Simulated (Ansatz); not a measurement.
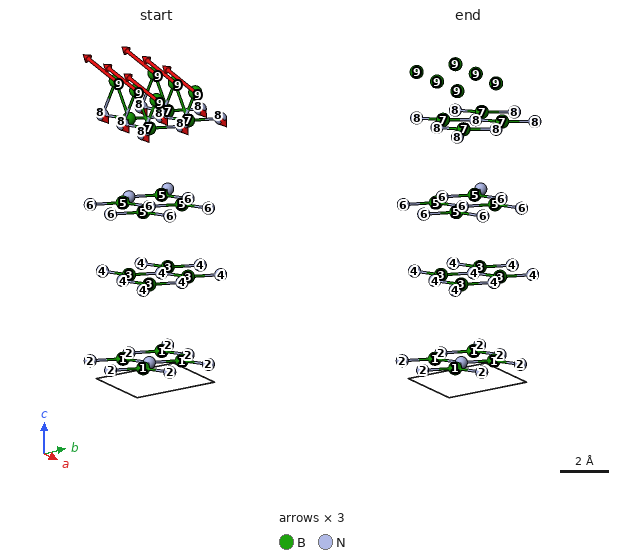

The structure of a slab of composition B$_{5}$N$_{4}$ (cut from the P6_3/mmc phase) before (left) and after (right) a constrained relaxation, at one scale. The red arrows give the displacements, magnified 3 times.

The picture is a ball-and-stick view of the 2 × 2 repeat of the cell, outlined in the plane, without the vacuum, seen slightly off an axis.

Case: B put at a bridge N-B site. The slab is the (0 0 1) face of BN with B on it. 4 atoms are held fixed.

The calculation used DFT PBE+D3(BJ), scalar-relativistic, plane waves, PAW in Ansatz.

Input
```yaml
crystal:
  lattice:
    - [2.5064381127, 0.0, 0.0]
    - [-1.2532190563, 2.1706390786, 0.0]
    - [0.0, 0.0, 28.925271178]
  atoms:
    - { symbol: B, position: [0.6666666667, 0.3333333333, 0.2938606849] }
    - { symbol: "N", position: [0.3333333333, 0.6666666667, 0.2938606849] }
    - { symbol: B, position: [0.3333333333, 0.6666666667, 0.4082389981] }
    - { symbol: "N", position: [0.6666666667, 0.3333333333, 0.4082389981] }
    - { symbol: B, position: [0.6666666667, 0.3333333333, 0.5226173113] }
    - { symbol: "N", position: [0.3333333333, 0.6666666667, 0.5226173113] }
    - { symbol: B, position: [0.3333333333, 0.6666666667, 0.6369956245] }
    - { symbol: "N", position: [0.6666666667, 0.3333333333, 0.6369956245] }
    - { symbol: B, position: [0.0, 0.5, 0.6895448294], spin: 1.0 }
basis:
  ecutwfc: 420
kpoints:
  mp_grid: { grid: [12, 12, 1] }
hamiltonian:
  xc: pbe
  dispersion: d3bj
scf:
  occupations: { method: gaussian, width: 0.05 }
output:
  forces: true
  eigenvalues: true
  populations: true
  write_density: true
  write_potential: true
  elf: true
  volumetric_format: npy
magnetization:
  spin_polarized: true
relax:
  adjacent_minimum: "off"
  f_tol: 0.03
  max_steps: 70
  constraints: [{ sites: [0, 1, 2, 3] }]
efield:
  axis: 3
  dipole_correction: true
  ramp_width: 0.04
```

Command:
```bash
ansatz run input.yaml --threads 2 --pin off --max-ram 5120MiB --backend cpu --events-out ev --progress --plain --runs-dir out
```

What changed between the two?

The energy falls by 1.069 eV per cell of the calculation in 11 geometry steps. The largest force component goes from 4.2 to 0.012 eV/Å. The largest move is that of B9, 0.68 Å at 63° to the normal (+c side). Largest moves by element: B 0.68 Å, N 0.17 Å. The lattice vectors keep their values. Near-neighbour distances that change, for instance: B7–B9 1.683 → 2.357 Å, N8–B9 1.683 → 1.947 Å. Bonds break, among them: B7–B9 (1.68 → 2.36 Å). The program noted that the starting moments weren't kept. Cost: 7.1 min on 2 threads of Arm Neoverse V2 (shared host), peak memory 0.59 GiB.

Limits of the set-up: the periodic images lie only 2.5 Å apart, so the values are limited by the cell's size.
